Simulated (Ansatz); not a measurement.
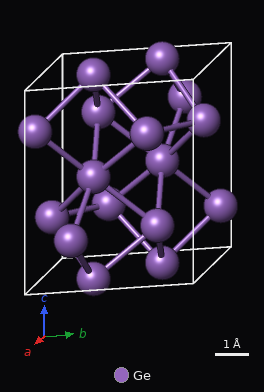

This is the input geometry for a relaxation of a crystal of Ge (a generated structure, set up in P6_3/mcm) (coarse preliminary run). A ball-and-stick model of the cell of the calculation, seen slightly off an axis.

Theory: Ansatz, DFT PBE, scalar-relativistic, plane waves, PAW.

Input file:
```yaml
crystal:
  lattice:
    - [5.39717693, 0.0, 0.0]
    - [-2.69858846, 4.67409233, 0.0]
    - [0.0, 0.0, 6.36908637]
  atoms:
    - { symbol: Ge, position: [0.27461589, 0.0, 0.25] }
    - { symbol: Ge, position: [0.0, 0.27461589, 0.25] }
    - { symbol: Ge, position: [0.72538411, 0.72538411, 0.25] }
    - { symbol: Ge, position: [0.72538411, 0.0, 0.75] }
    - { symbol: Ge, position: [0.0, 0.72538411, 0.75] }
    - { symbol: Ge, position: [0.27461589, 0.27461589, 0.75] }
    - { symbol: Ge, position: [0.33333333, 0.66666667, 0.0] }
    - { symbol: Ge, position: [0.66666667, 0.33333333, 0.5] }
    - { symbol: Ge, position: [0.66666667, 0.33333333, 0.0] }
    - { symbol: Ge, position: [0.33333333, 0.66666667, 0.5] }
basis:
  ecutwfc: 420
kpoints:
  mp_grid: { grid: [6, 6, 4] }
hamiltonian:
  xc: pbe
scf:
  occupations: { method: gaussian, width: 0.1 }
  lower_state_search: "off"
output:
  forces: true
  stress: true
  eigenvalues: true
relax:
  adjacent_minimum: "off"
  f_tol: 0.04
  max_steps: 70
  cell: { stress_tol: 0.4 }
```

Launched with:
```bash
ansatz run input.yaml --threads 1 --pin off --max-ram 2560MiB --backend cpu --events-out ev --progress --plain --runs-dir out
```

### What does the optimiser find from here?

After 5 accepted moves (7 points after the start) the energy has fallen by 262 meV per atom. Largest force component: 0.51 eV/Å at the start, 0.0017 eV/Å at the end. Pressure: 24.33 GPa at the start and 0.06 GPa at the end. The SCF was repeated twice at an unchanged geometry on a basis and grid sized afresh for the cell, which shifted the energy by 4.1 meV per atom at most. The largest moves relative to the cell, 0.010 Å, are those of Ge1, Ge2, Ge3, Ge4, Ge5 and Ge6. Ge1 goes along −a. Cell: a = b 5.397 → 5.734 Å (+6.2 %), c 6.369 → 7.093 Å (+11.4 %). Volume +25.7 %. Among the contacts that change: Ge1–Ge10 2.538 → 2.753 Å, Ge1–Ge2 2.567 → 2.710 Å. Bond angles that change, for instance: Ge7–Ge1–Ge10 77.7° → 80.2°. The space group stays P6_3/mcm (No. 193).

The structure at the end:

```
Ge
1.0
     5.73429    0.00000    0.00000
    -2.86714    4.96604    0.00000
     0.00000    0.00000    7.09343
Ge
10
Direct
  0.27288 0.00000 0.25000
  0.00000 0.27288 0.25000
  0.72712 0.72712 0.25000
  0.72712 0.00000 0.75000
  0.00000 0.72712 0.75000
  0.27288 0.27288 0.75000
  0.33333 0.66667 0.00000
  0.66667 0.33333 0.50000
  0.66667 0.33333 0.00000
  0.33333 0.66667 0.50000
```

The end point in the same view:

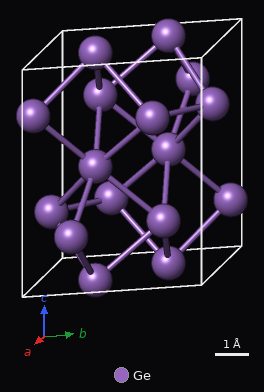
